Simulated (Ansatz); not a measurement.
HC19 (slab)

```
C H
1.0
     7.39800    0.00000    0.00000
    -3.69900    6.40686    0.00000
     0.00000    0.00000   11.00000
C H
19 1
Cartesian
  7.2780 0.0755 0.9744
  1.1383 0.7645 0.8194
  6.0653 2.2615 1.2280
  -0.0517 2.8757 0.7779
  4.7911 4.3509 0.9023
  -1.3868 5.0548 0.9705
  2.3657 0.0525 0.9281
  3.5917 0.7722 1.0265
  1.1853 2.1615 0.6989
  2.3716 2.9007 0.8195
  -0.1603 4.2921 1.2284
  1.1282 5.0380 1.1643
  4.8376 0.0529 1.1563
  6.0635 0.7727 1.1641
  3.6019 2.1938 0.9282
  4.7916 2.9423 0.9705
  2.3391 4.3349 0.9745
  3.5569 5.0635 0.9285
  -0.4464 3.1036 2.2197
  0.2130 2.7227 2.9998
```

The program warned that a starting moment wasn't kept; spin-polarised.

All numbers below come from DFT PBEsol, scalar-relativistic, plane waves, PAW (Ansatz).

What will maps of the valence pseudo-density and electron localisation function show?

C–H (1.09 Å): the density is about 2 e/Å³ at the midpoint; the ELF climbs to about 1 towards the hydrogen, as it does in any bond to H: a covalent bond by its length.
C–C (1.43 Å): the density is about 2 e/Å³ at the midpoint; the ELF peaks at about 0.95 between the atoms, as expected for localised, covalent bonding.
C–C (1.44 Å): ρ at the midpoint is about 1.9 e/Å³; the ELF peaks at about 0.95 between the atoms, as expected for localised, covalent bonding.
C–C (1.51 Å): ρ at the midpoint is about 1.5 e/Å³; the ELF peaks at about 0.75 between the atoms.

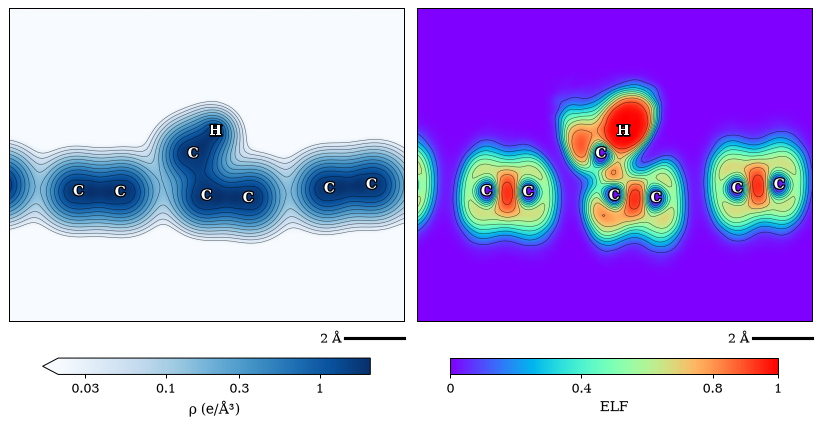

Computed valence pseudo-density and electron localisation function on the (110) plane of the calculation cell, a cut from vacuum to vacuum, in this order. 

In a PAW calculation such maps are meaningful between the atoms, not at the nuclei.
